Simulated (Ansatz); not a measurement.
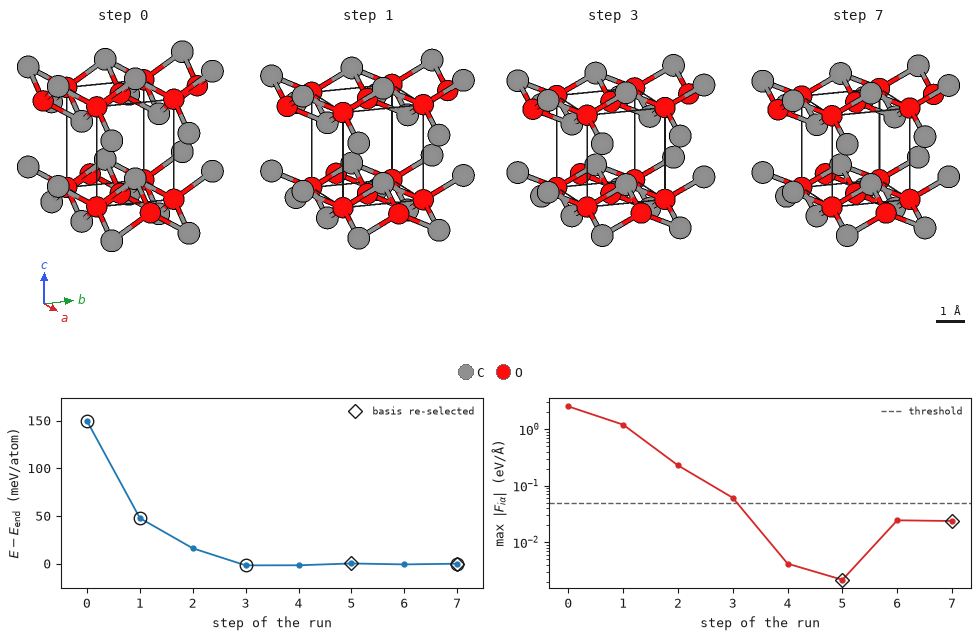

Frames of a relaxation of a crystal of CO (a generated structure, set up in P4/nmm) (coarse preliminary run), marked on the history of the run. The picture is a ball-and-stick view of the cell of the calculation, seen slightly off an axis.

Case: Sn → C on all its sites, cell and atoms relaxed.

Method: DFT PBEsol, scalar-relativistic, plane waves, PAW (Ansatz).

Input file:
```yaml
crystal:
  lattice:
    - [3.0324737694, 0.0, 0.0]
    - [0.0, 3.0324737694, 0.0]
    - [0.0, 0.0, 3.7880533471]
  atoms:
    - { symbol: C, position: [0.0, 0.5, 0.2423994222] }
    - { symbol: C, position: [0.5, 0.0, 0.7576005778] }
    - { symbol: O, position: [0.5, 0.5, 0.0] }
    - { symbol: O, position: [0.0, 0.0, 0.0] }
basis:
  ecutwfc: 420
kpoints:
  mp_grid: { grid: [6, 6, 6] }
hamiltonian:
  xc: pbesol
scf:
  occupations: { method: gaussian, width: 0.1 }
output:
  forces: true
  stress: true
  eigenvalues: true
relax:
  adjacent_minimum: "off"
  f_tol: 0.05
  max_steps: 60
  cell: { stress_tol: 0.5 }
```

Command:
```bash
ansatz run input.yaml --threads 1 --pin off --max-ram 2560MiB --backend cpu --events-out ev --progress --plain --runs-dir out
```

> What happens along the run?

After 5 accepted moves (7 points after the start) the energy has fallen by 150 meV per atom. Largest force component: 2.5 eV/Å at the start, 0.024 eV/Å at the end. The pressure goes from −4.82 to 0.00 GPa. The SCF was repeated twice at an unchanged geometry on a basis and grid sized afresh for the cell, which shifted the energy by 1.9 meV per atom at most. The largest moves relative to the cell, 0.13 Å, are those of C1 and C2. C2 goes along +c. O stays in place. The volume changes by −7.1 %, with a = b 3.032 → 3.059 Å (+0.9 %), c 3.788 → 3.458 Å (−8.7 %). Near-neighbour distances that change, for instance: C1–O3 1.773 → 1.687 Å. Bond angles that change, for instance: O3–C1–O3 117.6° → 130.2°, C1–O3–C1 117.6° → 130.2°, C1–O3–C2 105.6° → 100.2°. The space group stays P4/nmm (No. 129). From step 0 to 1: C atoms move most (0.10 Å), volume +3.1 %, energy −102 meV per atom. From step 1 to 3: C atoms move most (0.04 Å), volume −9.0 %, energy −49.5 meV per atom. From step 3 to 7: volume −0.9 %, energy +1.7 meV per atom.

Limits of the set-up: layers or molecules are held without a dispersion correction, so their spacing is unreliable.
